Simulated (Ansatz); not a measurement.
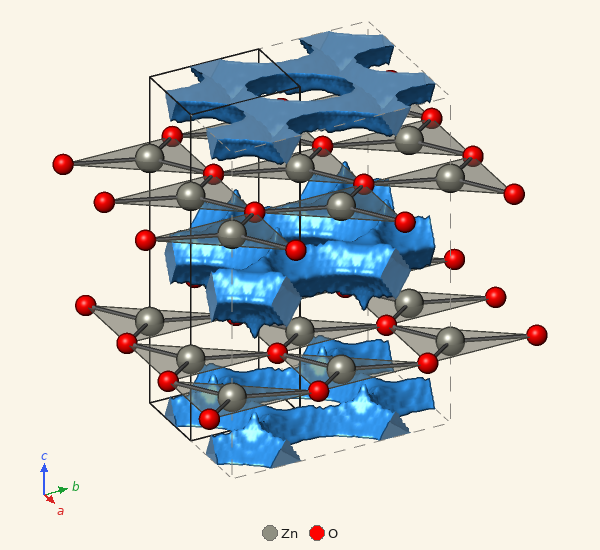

Bond-valence mismatch map for Li+ in ZnO in space group P6_3/mmc: the blue surface encloses the points where |V − 1| < 0.6 v.u. (2×2×1 cells, view slightly off an axis). Pale faces close the region where the drawn box cuts it.

At each point the valence sum V of a Li+ ion is computed from the anions within 5 Å (s = exp((R0 − d)/b), R0 fitted to published crystal structures with b = 0.37 Å; R0: Li+–O 1.449 Å). Points too close to the other cations are excluded (2.0 Å from Zn). Li+ is a guest here, not part of the formula. This is an empirical screen for pathways, not an energy calculation.

Origin of the cell: the input geometry of an electronic-structure calculation (not necessarily at equilibrium).

```yaml
crystal:
  lattice:
    - [3.28797, 0.00000, 0.00000]
    - [-1.64398, 2.84746, 0.00000]
    - [0.00000, 0.00000, 7.13044]
  atoms:
    - { symbol: Zn, position: [0.00000, 0.00000, 0.75000] }
    - { symbol: Zn, position: [0.00000, 0.00000, 0.25000] }
    - { symbol: O, position: [0.33333, 0.66667, 0.25000] }
    - { symbol: O, position: [0.66667, 0.33333, 0.75000] }
```

> What pathways for Li+ does the map suggest at this level?

The regions form a two-dimensional network in layers parallel to (001).

> At which mismatch do paths open?

From a mismatch of about 0.50 v.u. the regions form a two-dimensional network in layers parallel to (001). No third dimension opens below 0.7 v.u. These are grid estimates, good to about 0.1 v.u.
